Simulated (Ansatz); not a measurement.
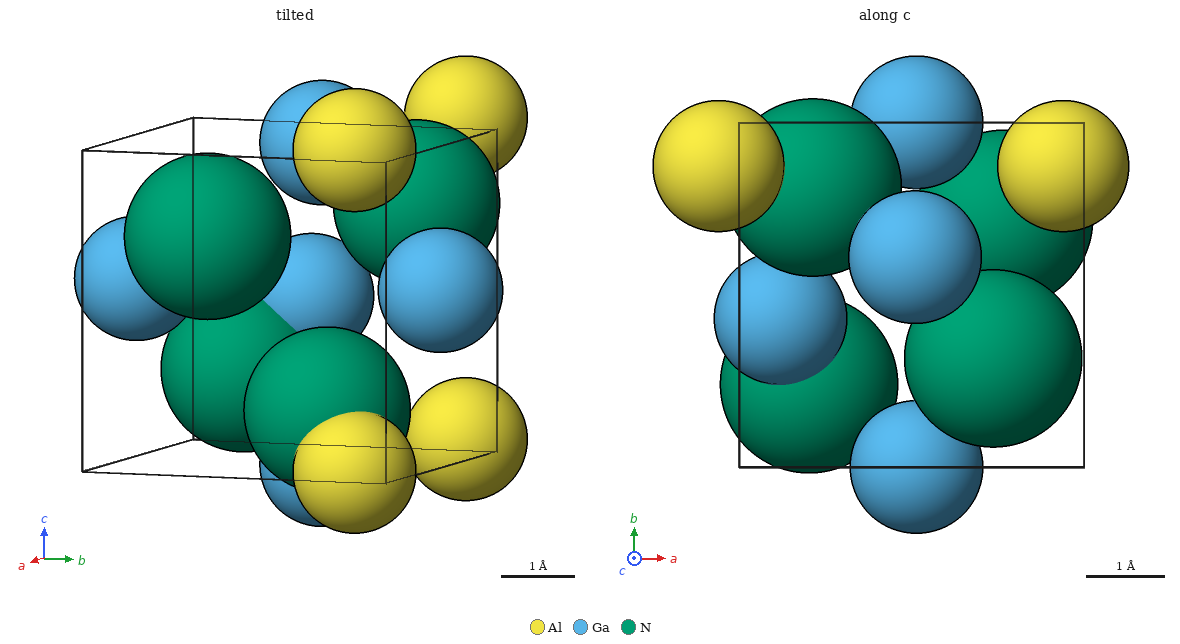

Structure drawing (space-filling), viewed slightly off an axis and along the c axis. The frame is the simulation cell; atoms at its boundary are shown with their periodic copies.

The run was set up as follows:
```yaml
crystal:
  lattice:
    - [4.47168536, 0.0, 0.0]
    - [0.0, 4.47168536, 0.0]
    - [0.0, 0.0, 4.47168536]
  atoms:
    - { symbol: Al, position: [-0.0607151934, -0.126833371, 0.0269017293] }
    - { symbol: Ga, position: [0.509391625, 0.6089654161, -0.0030637965] }
    - { symbol: Ga, position: [0.5135839473, 0.0002061072, 0.5528659253] }
    - { symbol: Ga, position: [0.1191426421, 0.4311151339, 0.4749403927] }
    - { symbol: "N", position: [0.7678828962, 0.7203403801, 0.195306331] }
    - { symbol: "N", position: [0.7361853778, 0.3151655662, 0.7175417743] }
    - { symbol: "N", position: [0.2127054161, 0.8109664305, 0.7864871487] }
    - { symbol: "N", position: [0.2018232889, 0.240074337, 0.2490204952] }
basis:
  ecutwfc: 420
kpoints:
  mp_grid: { grid: [6, 6, 6] }
hamiltonian:
  xc: pbesol
scf:
  occupations: { method: gaussian, width: 0.05 }
output:
  forces: true
  stress: true
  eigenvalues: true
  write_density: true
  write_potential: true
  elf: true
  volumetric_format: npy
```
Run as:
```sh
ansatz run input.yaml --threads 2 --pin off --max-ram 5120MiB --backend cpu --events-out ev --progress --plain --runs-dir out
```

Method used: DFT PBEsol, scalar-relativistic, plane waves, PAW in Ansatz. It ran with a cutoff energy of 420 eV, k-points on a 6×6×6 grid, Gaussian smearing of 0.05 eV, no spin polarisation.

**What does the calculation say: metal or gapped?**

A semiconductor at this level, with a gap of 0.18 eV on the k-mesh (the true edges may lie between mesh points, so the gap can be somewhat smaller).

**What is the pressure at this volume?**

The computed pressure is 73.1 GPa (compressed: it would expand). The stress isn't hydrostatic: its largest component is 91.6 GPa.

It derives from a structure listed in the Materials Project. The cell was then strained or its atoms displaced on purpose. Ansatz was used for an electronic-structure calculation on it.

At this level of theory the cell isn't at rest (compressed, at 73 GPa and forces up to 33.0 eV/Å), so its distances can differ from those at equilibrium, the more so the softer the solid.
